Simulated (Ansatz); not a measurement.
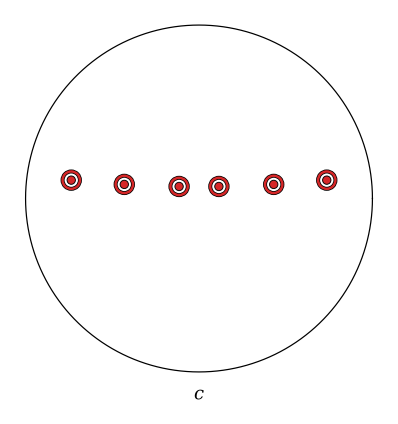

Stereographic projection: filled dots lie in the upper hemisphere, open rings in the lower. The b axis points at the viewer. The poles are all faces of one general form. Computed from the symmetry operations of a computed or model structure of composition InN.

Name the crystal class.

6mm (C6v), order 12, hexagonal system: one sixfold axis, six mirror planes.

Which physical properties does it allow?

It is not centrosymmetric; polar, so pyroelectricity and piezoelectricity are allowed; it is not chiral.
